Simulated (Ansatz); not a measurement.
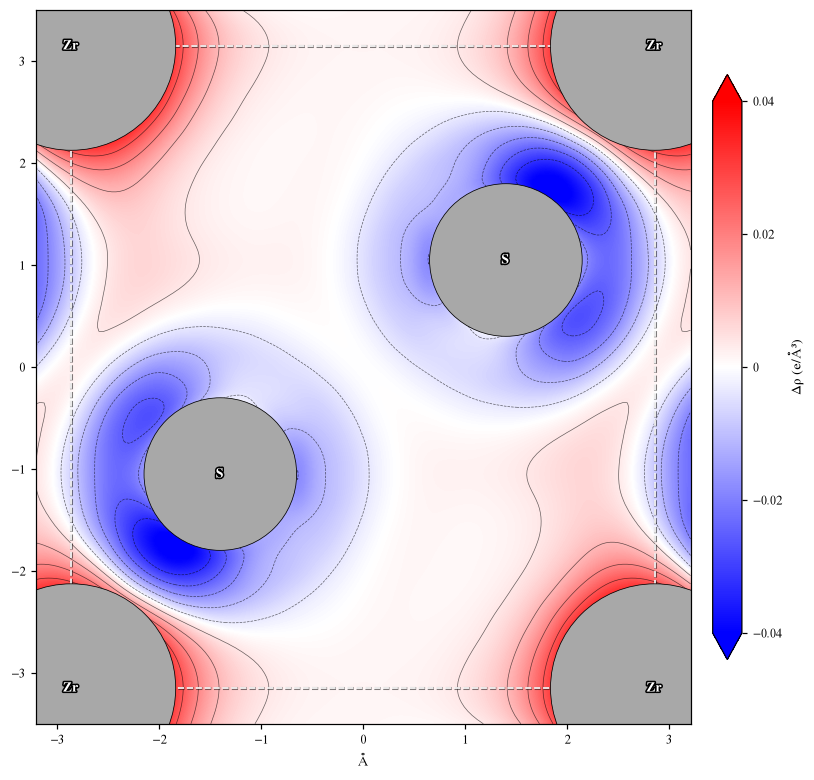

ZrS₂. Difference of the valence pseudo-densities of two functionals at the same geometry, on the (110) plane of the calculation cell: PBE0 less HF.

Both computed with Ansatz (plane waves, PAW), on the same k-point mesh. Grey discs cover the atomic cores.

Q: What does the difference map show?

A: Against HF, PBE0 gives more density around Zr (+0.013 e/Å³ on average at 1.2 Å from the nucleus), less density around S (−0.020 e/Å³ on average at 0.9 Å from the nucleus) and a change of −0.018 e/Å³ at the midpoint of Zr–S.
